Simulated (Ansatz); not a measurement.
Run report: TiO₂, geometry relaxation (part 1 of 2)

- system: TiO₂ (P4₂/mnm, 6 atoms in the cell)
- method: DFT PBE, scalar-relativistic, plane waves, PAW, no spin polarisation (Ansatz 0.2.0)

The structure derives from an entry of the Crystallography Open Database. Figures and captions count atoms from 1; the log counts them from 0 in places.

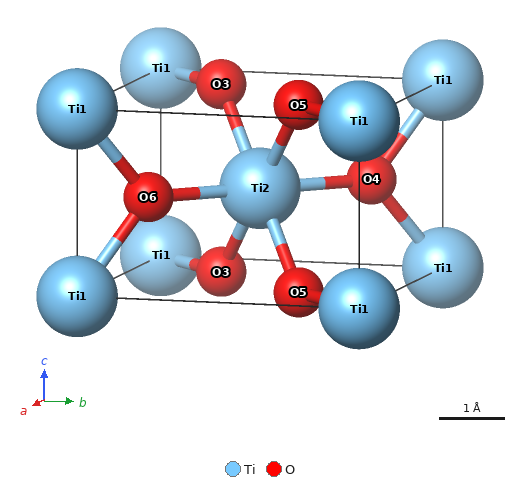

**Figure 1.** The input geometry (ball-and-stick view of the cell of the calculation, seen slightly off an axis; atoms are numbered from 1 in the order of the input). Near neighbours in the crystal (not all of them lie inside the picture): Ti has 6 O at 1.95 to 1.98 Å; O has 3 Ti at 1.95 to 1.98 Å.

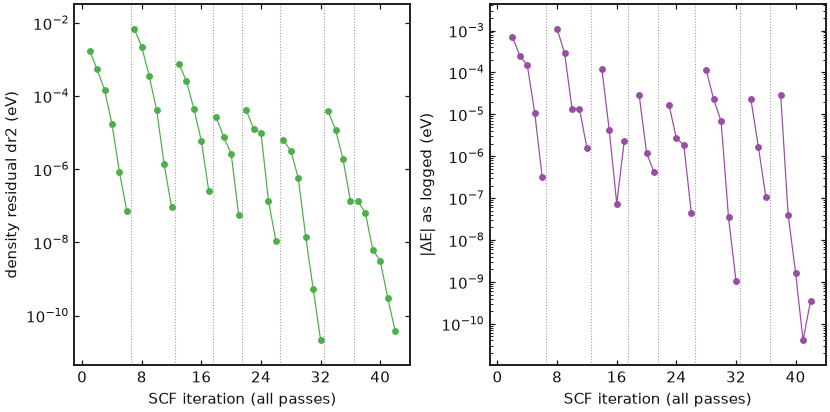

**Figure 2.** Convergence of the self-consistent field: density residual dr2 and size of the energy change against the SCF iteration. The dotted lines part the SCF passes of the relaxation: geometry steps, rejected trials and re-solves on a re-selected basis. The 8 passes take 4 to 6 iterations each, 42 in all.

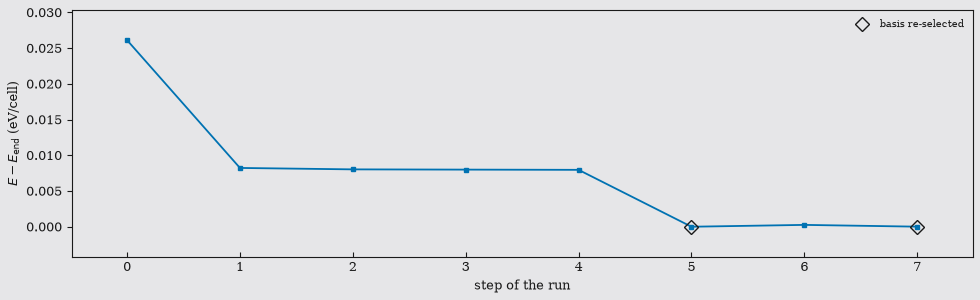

**Figure 3.** Progress of the relaxation, step by step (the first geometry is step 0 here and step 1 in the log).

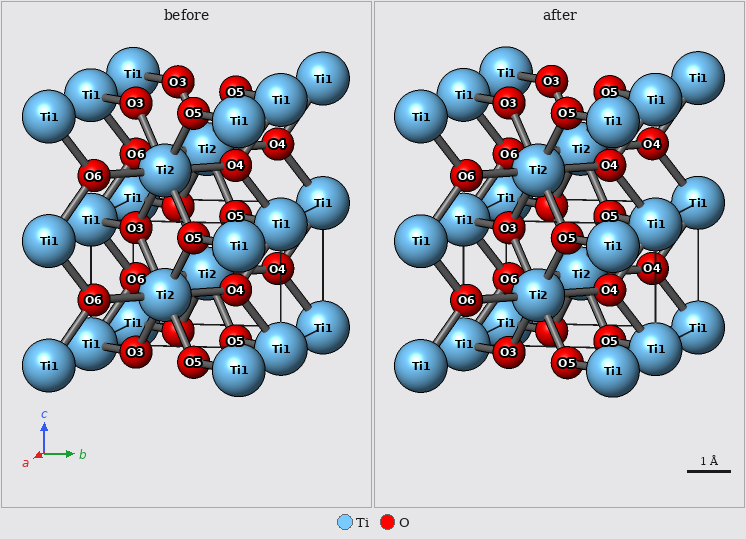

**Figure 4.** Before (left) and after (right) the relaxation, at one scale (ball-and-stick view of the cell of the calculation, repeated 2 × 1 × 2, seen slightly off an axis). Over 5 geometry steps the energy falls by 25.9 meV per cell of the calculation. Largest force component: 0.07 eV/Å at the start, under 0.0001 eV/Å at the end. The pressure goes from 5.39 to 0.01 GPa. 1 further SCF at an unchanged geometry re-selected the plane-wave basis for the new cell. No atom moves by more than 0.005 Å relative to the cell. Cell: a = b 4.592 → 4.643 Å (+1.1 %), c 2.957 → 2.964 Å (+0.2 %). Volume +2.5 %. Distances before and after: Ti1–O3 1.981 → 2.004 Å, Ti1–O4 1.947 → 1.958 Å. The space group stays P4_2/mnm (No. 136). The energy change given includes the shifts at the re-selections in mid-walk, which come without any move. A last SCF at the same geometry on a re-selected plane-wave basis shifts the energy by −0.2 meV per cell of the calculation. (Atoms are counted from 1 in the order of the input.)

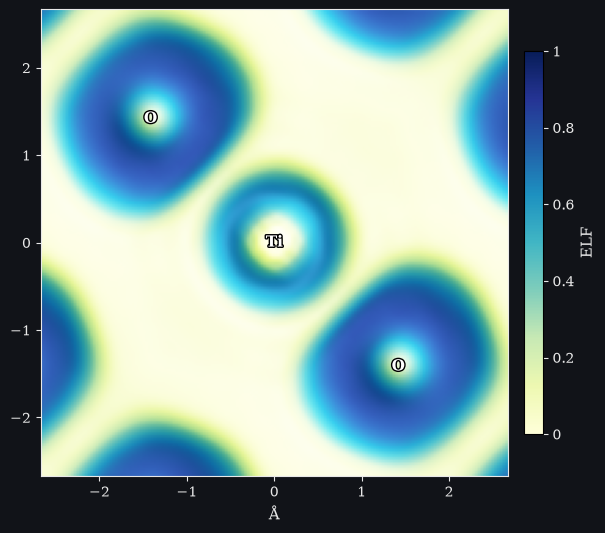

**Figure 5.** ELF on the (001) plane of the conventional cell. Atoms in the plane: Ti and O. Ti–O (2.00 Å): the ELF is about 0.20 at the midpoint. The strong features right at Ti lie inside the PAW spheres (semicore, d or f shells) and say nothing about bonding. Core electrons are frozen (PAW), so the fields are smoothed inside the atomic spheres.

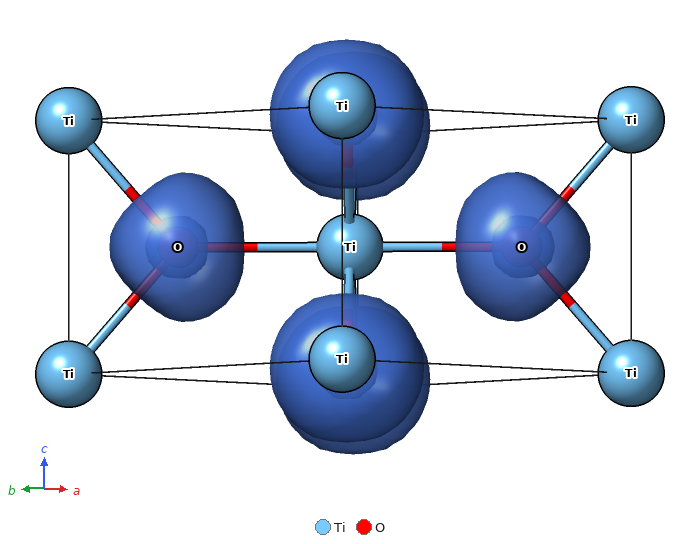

**Figure 6.** Isosurface of the electron localisation function at 0.7 (blue), seen at an oblique angle. Core shells and regions of very low density are left out. Sticks mark near contacts. The outline is the cell set on symmetry axes. Values along the shortest contacts: Ti–O (1.96 Å): the ELF is about 0.20 at the midpoint. Ti–O (2.00 Å): the ELF is about 0.20 at the midpoint.

The input that produced these results follows, with the program's output.

## The input
```yaml
crystal:
  lattice:
    - [4.5922, 0.0, 0.0]
    - [0.0, 4.5922, 0.0]
    - [0.0, 0.0, 2.9574]
  atoms:
    - { symbol: Ti, position: [0.0, 0.0, 0.0] }
    - { symbol: Ti, position: [0.5, 0.5, 0.5] }
    - { symbol: O, position: [0.30496, 0.30496, 0.0] }
    - { symbol: O, position: [0.19504, 0.80496, 0.5] }
    - { symbol: O, position: [0.69504, 0.69504, 0.0] }
    - { symbol: O, position: [0.80496, 0.19504, 0.5] }
basis:
  ecutwfc: 420
kpoints:
  mp_grid: { grid: [6, 6, 10] }
hamiltonian:
  xc: pbe
scf:
  occupations: { method: gaussian, width: 0.02 }
output:
  forces: true
  stress: true
  eigenvalues: true
  write_density: true
  write_potential: true
  elf: true
  volumetric_format: npy
relax:
  adjacent_minimum: "off"
  f_tol: 0.005
  max_steps: 80
  cell: { stress_tol: 0.05 }
```

Command:
```bash
ansatz run input.yaml --threads 4 --pin off --max-ram 10240MiB --backend cpu --events-out ev --progress --plain --runs-dir out
```

## The program's output
```
Engine: ansatz 0.2.0, x86_64-unknown-linux-gnu
Pseudopotentials: kind: paw
Pseudopotential: Ti, paw, valence charge 12, recommended cutoff 420 eV (normal), Ti.paw.azcp
Pseudopotential: O, paw, valence charge 6, recommended cutoff 420 eV (normal), O.paw.azcp
Functional definition: PBE
  parameter kappa = 0.804
  parameter beta = 0.06672455060314922
  exchange = pbe_x(kappa = kappa, mu = beta*pi^2/3)
  correlation = pbe_c(beta = beta)
Crystal: 6 atoms, lattice volume = 62.367 Å³
Basis set: ecut = 420 eV, 1217 PW (Γ), exchange–correlation on 64×64×40 points (8 copies of the dense FFT grid, shifted against one another)
Bands: 30, of which v1, the nominal top of the filled ones, is band 24 counted from 1 (23 counted from 0)
Symmetry: 16 space group operations
Space group: P42/mnm (ITA 136), of the structure as read, at distance tolerance 4.0e-5 Å
k-points: 60 of 360
Non-local potential: Ti, projectors of the file, l = 0: 3, l = 1: 2, l = 2: 3, l = 3: 1
Non-local potential: O, projectors of the file, l = 0: 2, l = 1: 2, l = 2: 1
PAW form: soft (Blöchl's): semilocal exchange-correlation on the pseudo side does not see the compensation charge
PAW one-centre angular grid: Ti, 590 points (default); XC on 64 Gauss nodes
PAW one-centre angular grid: O, 110 points (default); XC on 64 Gauss nodes
Initial density: superposition of atomic densities (neutral atoms: chi_scale 0, normalization atom), corrected by the library's trained network
Initial wavefunctions: pseudopotential atomic-orbital guess
Functional: x = pbe(κ = 0.804, μ = 0.2195149727645171), c = pbe(β = 0.06672455060314922)
SCF iter   1: F=—  HF=-7277.278015 eV  |F-HF|=—  |Δ(HF+E_count)|=         —  Δρ=2.16e-3  dr2=1.76e-3  ethr=1.77e-3  ⟨swp⟩=5.7  Hψ=7387  notcnv=0
preconditioner: auto → Resta (q_TF=auto, 2.612 Å⁻¹)  ε∞=9.0  [insulator: Δε(μ)=1.877 eV  Ē_g=9.431 eV  σ=0.020 eV  W_gap=1.00  n_scr=18 (ndim 8)  ℏωp=26.6 eV  f_vac=0.017  D(μ)=0.00/eV (n_scr^D=0)  ε∞_Penn≈9.0]
SCF iter   2: F=—  HF=-7277.278731 eV  |F-HF|=—  |Δ(HF+E_count)|=   7.17e-4  Δρ=1.29e-3  dr2=5.43e-4  ethr=3.67e-6  ⟨swp⟩=2.6  Hψ=3583  notcnv=0  defer=86
SCF iter   3: F=—  HF=-7277.278980 eV  |F-HF|=—  |Δ(HF+E_count)|=   2.48e-4  Δρ=6.39e-4  dr2=1.48e-4  ethr=1.13e-6  ⟨swp⟩=2.0  Hψ=2696  notcnv=0  defer=86
SCF iter   4: F=—  HF=-7277.279127 eV  |F-HF|=—  |Δ(HF+E_count)|=   1.48e-4  Δρ=1.82e-4  dr2=1.73e-5  ethr=3.08e-7  ⟨swp⟩=2.3  Hψ=2712  notcnv=0  defer=86
SCF iter   5: F=—  HF=-7277.279117 eV  |F-HF|=—  |Δ(HF+E_count)|=   1.07e-5  Δρ=3.50e-5  dr2=8.42e-7  ethr=3.60e-8  ⟨swp⟩=2.0  Hψ=2452  notcnv=0  defer=86
SCF iter   6: F=-7277.279117 eV  HF=-7277.279117 eV  |F-HF|=4.94e-8  |Δ(HF+E_count)|=   3.12e-7  Δρ=9.36e-6  dr2=7.03e-8  ethr=2.08e-10  ⟨swp⟩=9.1  Hψ=12106  notcnv=0
SCF 1 converged in 6 iterations: F = -7277.279117 eV  dr2 = 7.03e-8
  greatest PAW one-centre occupation: 0.999 electrons in one spin orbital (limit 2), on the Ti atom at site 0 (counted from 0), in its partial waves of l = 0
relax step   1: F+E_penalty+E_count = -7277.27911706 eV  Δ(F+E_penalty+E_count) = +0.000e0 eV  max|allowed force component| = 7.005e-2 eV/Å  Δτ_max = 0.0000 Å  P = +5.385 GPa  Ω = 62.367 Å³  (6 SCF iters, dr2 threshold 1.00e-7 eV, accepted)
Crystal: 6 atoms, lattice volume = 63.393 Å³
Basis set: ecut = 420 eV, 1241 PW (Γ), exchange–correlation on 64×64×40 points (8 copies of the dense FFT grid, shifted against one another)
Initial density: handed on by an earlier stage of this run
Initial wavefunctions: those handed on with the density
iter 1 solved again at ethr=1.36e-5 eV; its pass at ethr=3.10e-3 eV (dr2=6.54e-3 eV) is discarded
SCF iter   1: F=—  HF=-7277.298358 eV  |F-HF|=—  |Δ(HF+E_count)|=         —  Δρ=3.55e-3  dr2=6.85e-3  ethr=1.36e-5  ⟨swp⟩=1.1  Hψ=9958  notcnv=0
preconditioner: auto → Resta (q_TF=auto, 2.605 Å⁻¹)  ε∞=9.0  [insulator: Δε(μ)=1.825 eV  Ē_g=9.327 eV  σ=0.020 eV  W_gap=1.00  n_scr=18 (ndim 8)  ℏωp=26.4 eV  f_vac=0.027  D(μ)=0.00/eV (n_scr^D=0)  ε∞_Penn≈9.0]
SCF iter   2: F=—  HF=-7277.297267 eV  |F-HF|=—  |Δ(HF+E_count)|=   1.09e-3  Δρ=1.81e-3  dr2=2.19e-3  ethr=1.36e-5  ⟨swp⟩=2.0  Hψ=3120  notcnv=0
SCF iter   3: F=—  HF=-7277.296975 eV  |F-HF|=—  |Δ(HF+E_count)|=   2.92e-4  Δρ=6.79e-4  dr2=3.54e-4  ethr=4.56e-6  ⟨swp⟩=2.0  Hψ=2847  notcnv=0
SCF iter   4: F=—  HF=-7277.296989 eV  |F-HF|=—  |Δ(HF+E_count)|=   1.37e-5  Δρ=2.09e-4  dr2=4.12e-5  ethr=7.37e-7  ⟨swp⟩=2.4  Hψ=2658  notcnv=0
SCF iter   5: F=—  HF=-7277.297002 eV  |F-HF|=—  |Δ(HF+E_count)|=   1.34e-5  Δρ=4.51e-5  dr2=1.38e-6  ethr=8.59e-8  ⟨swp⟩=2.0  Hψ=2662  notcnv=0
SCF iter   6: F=-7277.297004 eV  HF=-7277.297004 eV  |F-HF|=3.85e-8  |Δ(HF+E_count)|=   1.60e-6  Δρ=1.06e-5  dr2=9.14e-8  ethr=1.25e-9  ⟨swp⟩=9.5  Hψ=12248  notcnv=0
SCF 2 converged in 6 iterations: F = -7277.297004 eV  dr2 = 9.14e-8
  greatest PAW one-centre occupation: 0.999 electrons in one spin orbital (limit 2), on the Ti atom at site 1 (counted from 0), in its partial waves of l = 0
relax step   2: F+E_penalty+E_count = -7277.29700388 eV  Δ(F+E_penalty+E_count) = -1.789e-2 eV  max|allowed force component| = 3.043e-2 eV/Å  Δτ_max = 0.0032 Å  P = +1.415 GPa  Ω = 63.393 Å³  energy of the carried Pulay correction = -4.698e-3 eV  (6 SCF iters, dr2 threshold 6.00e-7 eV, accepted)
Crystal: 6 atoms, lattice volume = 63.806 Å³
iter 1 solved again at ethr=1.89e-6 eV; its pass at ethr=3.10e-3 eV (dr2=9.07e-4 eV) is discarded
SCF iter   1: F=—  HF=-7277.297318 eV  |F-HF|=—  |Δ(HF+E_count)|=         —  Δρ=1.20e-3  dr2=7.67e-4  ethr=1.89e-6  ⟨swp⟩=2.0  Hψ=9613  notcnv=0
preconditioner: auto → Resta (q_TF=auto, 2.602 Å⁻¹)  ε∞=9.0  [insulator: Δε(μ)=1.841 eV  Ē_g=9.301 eV  σ=0.020 eV  W_gap=1.00  n_scr=18 (ndim 8)  ℏωp=26.3 eV  f_vac=0.025  D(μ)=0.00/eV (n_scr^D=0)  ε∞_Penn≈9.0]
SCF iter   2: F=—  HF=-7277.297197 eV  |F-HF|=—  |Δ(HF+E_count)|=   1.21e-4  Δρ=6.07e-4  dr2=2.53e-4  ethr=1.60e-6  ⟨swp⟩=2.0  Hψ=2760  notcnv=0
SCF iter   3: F=—  HF=-7277.297201 eV  |F-HF|=—  |Δ(HF+E_count)|=   4.13e-6  Δρ=2.48e-4  dr2=4.41e-5  ethr=5.26e-7  ⟨swp⟩=2.0  Hψ=2217  notcnv=0
SCF iter   4: F=—  HF=-7277.297201 eV  |F-HF|=—  |Δ(HF+E_count)|=   7.35e-8  Δρ=8.27e-5  dr2=5.85e-6  ethr=9.18e-8  ⟨swp⟩=2.6  Hψ=2787  notcnv=0
SCF iter   5: F=-7277.297204 eV  HF=-7277.297203 eV  |F-HF|=2.43e-7  |Δ(HF+E_count)|=   2.25e-6  Δρ=1.82e-5  dr2=2.48e-7  ethr=1.25e-9  ⟨swp⟩=6.5  Hψ=11303  notcnv=0
SCF 3 converged in 5 iterations: F = -7277.297204 eV  dr2 = 2.48e-7
relax step   3: F+E_penalty+E_count = -7277.29720360 eV  Δ(F+E_penalty+E_count) = -1.997e-4 eV  max|allowed force component| = 1.552e-2 eV/Å  Δτ_max = 0.0028 Å  P = -0.050 GPa  Ω = 63.806 Å³  energy of the carried Pulay correction = -6.564e-3 eV  (5 SCF iters, dr2 threshold 6.00e-7 eV, accepted)
Crystal: 6 atoms, lattice volume = 63.825 Å³
iter 1 solved again at ethr=4.49e-8 eV; its pass at ethr=3.10e-3 eV (dr2=2.16e-5 eV) is discarded
SCF iter   1: F=—  HF=-7277.297210 eV  |F-HF|=—  |Δ(HF+E_count)|=         —  Δρ=2.06e-4  dr2=2.62e-5  ethr=4.49e-8  ⟨swp⟩=2.3  Hψ=9501  notcnv=0
preconditioner: auto → Resta (q_TF=auto, 2.602 Å⁻¹)  ε∞=9.0  [insulator: Δε(μ)=1.850 eV  Ē_g=9.306 eV  σ=0.020 eV  W_gap=1.00  n_scr=18 (ndim 8)  ℏωp=26.3 eV  f_vac=0.024  D(μ)=0.00/eV (n_scr^D=0)  ε∞_Penn≈9.0]
SCF iter   2: F=—  HF=-7277.297240 eV  |F-HF|=—  |Δ(HF+E_count)|=   2.96e-5  Δρ=1.18e-4  dr2=7.52e-6  ethr=4.49e-8  ⟨swp⟩=2.2  Hψ=2697  notcnv=0
SCF iter   3: F=—  HF=-7277.297239 eV  |F-HF|=—  |Δ(HF+E_count)|=   1.21e-6  Δρ=6.36e-5  dr2=2.66e-6  ethr=1.57e-8  ⟨swp⟩=2.1  Hψ=2546  notcnv=0
SCF iter   4: F=-7277.297238 eV  HF=-7277.297238 eV  |F-HF|=3.88e-8  |Δ(HF+E_count)|=   4.16e-7  Δρ=1.40e-5  dr2=5.55e-8  ethr=7.55e-10  ⟨swp⟩=6.7  Hψ=11400  notcnv=0
SCF 4 converged in 4 iterations: F = -7277.297238 eV  dr2 = 5.55e-8
relax step   4: F+E_penalty+E_count = -7277.29723837 eV  Δ(F+E_penalty+E_count) = -3.477e-5 eV  max|allowed force component| = 1.382e-2 eV/Å  Δτ_max = 0.0002 Å  P = -0.062 GPa  Ω = 63.825 Å³  energy of the carried Pulay correction = -6.649e-3 eV  (4 SCF iters, dr2 threshold 3.62e-7 eV, accepted)
Crystal: 6 atoms, lattice volume = 63.831 Å³
iter 1 solved again at ethr=7.45e-8 eV; its pass at ethr=3.10e-3 eV (dr2=3.58e-5 eV) is discarded
SCF iter   1: F=—  HF=-7277.297256 eV  |F-HF|=—  |Δ(HF+E_count)|=         —  Δρ=2.48e-4  dr2=4.16e-5  ethr=7.45e-8  ⟨swp⟩=2.0  Hψ=9470  notcnv=0
preconditioner: auto → Resta (q_TF=auto, 2.602 Å⁻¹)  ε∞=9.0  [insulator: Δε(μ)=1.857 eV  Ē_g=9.309 eV  σ=0.020 eV  W_gap=1.00  n_scr=18 (ndim 8)  ℏωp=26.3 eV  f_vac=0.024  D(μ)=0.00/eV (n_scr^D=0)  ε∞_Penn≈9.0]
SCF iter   2: F=—  HF=-7277.297273 eV  |F-HF|=—  |Δ(HF+E_count)|=   1.71e-5  Δρ=1.42e-4  dr2=1.30e-5  ethr=7.45e-8  ⟨swp⟩=2.5  Hψ=2558  notcnv=0
SCF iter   3: F=—  HF=-7277.297271 eV  |F-HF|=—  |Δ(HF+E_count)|=   2.69e-6  Δρ=1.22e-4  dr2=9.83e-6  ethr=2.71e-8  ⟨swp⟩=2.0  Hψ=2759  notcnv=0
SCF iter   4: F=—  HF=-7277.297269 eV  |F-HF|=—  |Δ(HF+E_count)|=   1.85e-6  Δρ=1.98e-5  dr2=1.39e-7  ethr=2.05e-8  ⟨swp⟩=2.1  Hψ=2352  notcnv=0
SCF iter   5: F=-7277.297269 eV  HF=-7277.297269 eV  |F-HF|=1.09e-10  |Δ(HF+E_count)|=   4.52e-8  Δρ=4.66e-6  dr2=1.09e-8  ethr=2.00e-10  ⟨swp⟩=7.5  Hψ=10128  notcnv=0
SCF 5 converged in 5 iterations: F = -7277.297269 eV  dr2 = 1.09e-8
```
